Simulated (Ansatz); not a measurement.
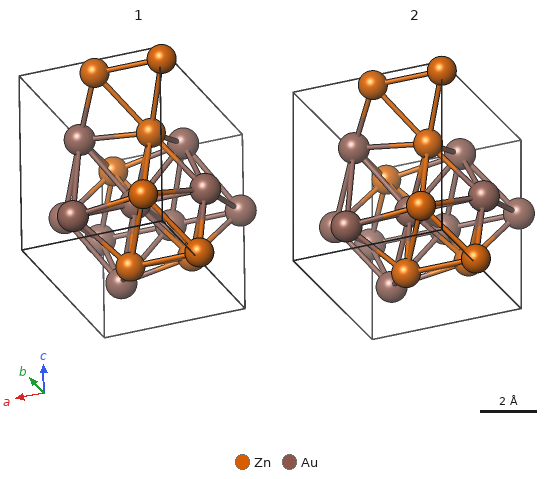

Two geometries of crystalline ZnAu (a generated structure, set up in P1) (coarse preliminary run), drawn at one scale. One is the start of a relaxation, the other its converged end. Style: ball-and-stick. Shown: the cell of the calculation, from a free direction.

Theory: DFT PBE, scalar-relativistic, plane waves, PAW (Ansatz). Set-up: plane-wave cutoff 420 eV; k-point mesh 4 × 3 × 3; occupations gaussian; smearing width 0.1 eV; no spin polarisation; cell and atoms relaxed; force threshold 0.04 eV/Å; at most 25 steps.

Question: Which geometry has the lower energy?

Answer: Structure 1 is the relaxed one. Case: elements placed on the bcc lattice with like neighbours, relaxed further on a centred mesh. The energy falls by 17.8 meV per atom in 7 accepted moves (8 points after the start). The largest force component goes from 0.29 to 0.0077 eV/Å. Pressure: 0.29 GPa at the start and 0.09 GPa at the end. At 1 point the geometry stayed and the basis and grid were re-selected for the new cell (energy shift of 0.1 meV per atom at most each time). An Au atom moves most relative to the cell: 0.14 Å along −c. By element the largest moves are Au 0.14 Å, Zn 0.10 Å. The drawn cell changes as follows: a 5.894 → 5.568 Å (−5.5 %), b 6.630 → 6.936 Å (+4.6 %), c 6.714 → 6.845 Å (+1.9 %), α 88.2° → 84.5°; the volume changes by +0.4 %. Some distances before and after: Zn–Zn 3.130 → 2.839 Å, Zn–Zn 2.766 → 3.028 Å, Zn–Zn 3.164 → 2.911 Å, Au–Zn 2.981 → 2.798 Å. The space group stays Pm (No. 6). The run took 6.5 min on 4 threads of Arm Neoverse V1, on a shared host, peak memory 1.4 GiB.
